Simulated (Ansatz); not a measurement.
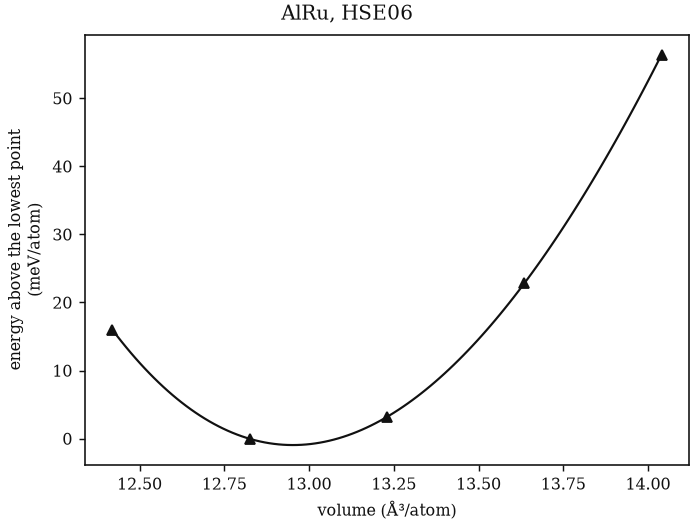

Plotted: energy above the lowest point against volume for AlRu, space group Pm-3m (No. 221) (one of a set of cubic test structures, which need not be the stable phase).

How it was computed, with Ansatz 0.2.0 development build: equation of state of a cubic crystal from periodic Kohn-Sham density functional theory without spin, third-order Birch-Murnaghan fit to the free energies; pressure corrected for the finite basis. Level: HSE06.

- structure type: CsCl
- atoms in cell: 2
- space group number: 221
- lattice centring: simple cubic
- k mesh: 4×4×4
- occupation method: Fermi–Dirac
- occupation width: 0.1 eV
- wave cutoff: 420 eV
- datasets: soft-1 PAW
- density tolerance: 1e−07 eV
- bands: 14
- density cutoff ratio: 4
- search for lower states: default
- exchange singularity: Wigner-Seitz

From this curve and the settings, what does the calculation give for the pressure at the same points?

The pressure falls from 10.6 GPa at volume 12.420 Å³/atom to −15.7 GPa at 14.040 Å³/atom, and changes sign near 12.96 Å³/atom.

| volume (Å³/atom) | pressure (GPa) |
| --- | --- |
| 12.420 | 10.6 |
| 12.825 | 2.3 |
| 13.230 | −4.7 |
| 13.635 | −10.7 |
| 14.040 | −15.7 |

Limits of the calculation: coarse k-mesh, values are not converged in k.
